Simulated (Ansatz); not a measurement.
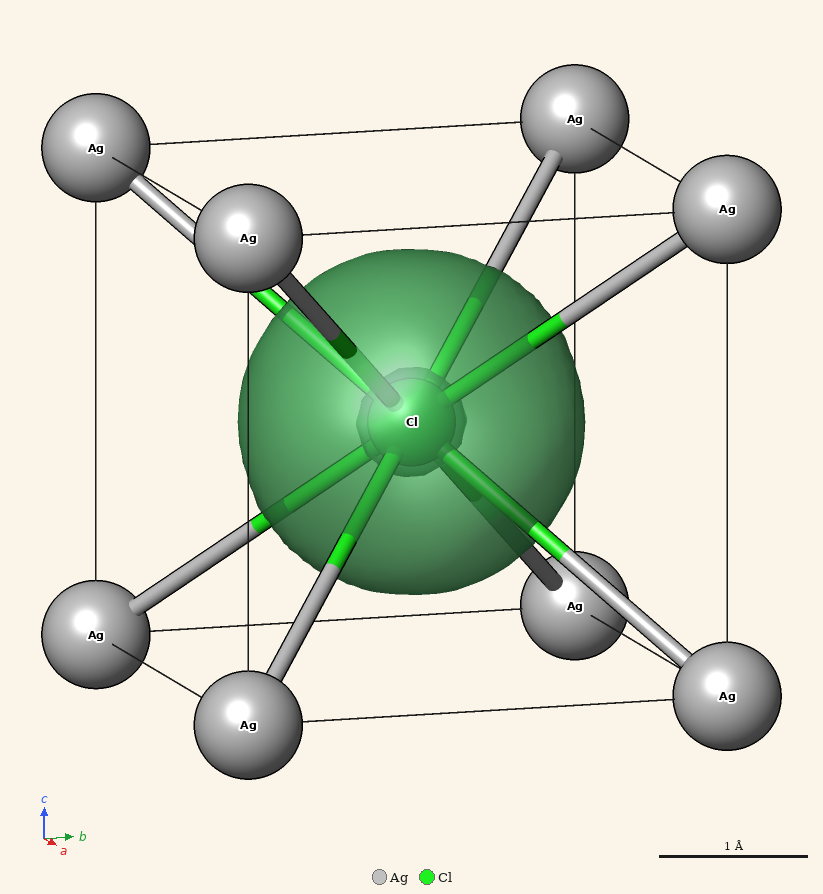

Figure. AgCl. Isosurface of the electron localisation function at 0.65 (green), seen slightly off an axis. Only the valence region is drawn (cores and ρ < 0.01 e/Å³ removed). Sticks mark near contacts.

Space group P4/mmm; started from the CsCl prototype, which need not be the ambient phase; changed on purpose from its base cell (uniaxial x strain -1.3%); computed pressure about 2 GPa in this cell.

Computed with DFT, HSE06, plane waves, PAW in Ansatz 0.2.0.

Question: Describe the localisation domains.

Answer: The surface consists of one region wrapped around Cl (its valence shell), counted in one cell of 2 atoms. Any copies at cell faces, edges or corners count once. Along the contacts the grid gives the following. Ag–Cl (2.93 Å): the ELF peaks at about 0.85 in the valence shell of Cl, 0.8 Å from its nucleus, and drops to about 0.05 between the two atoms: no shared electron pair shows on this line.

Question: Does the calculation give a band gap?

Answer: It is gapped, with a Kohn–Sham gap of 2.0 eV on the k-point mesh (the band edges may lie off the mesh, which would make the gap smaller).
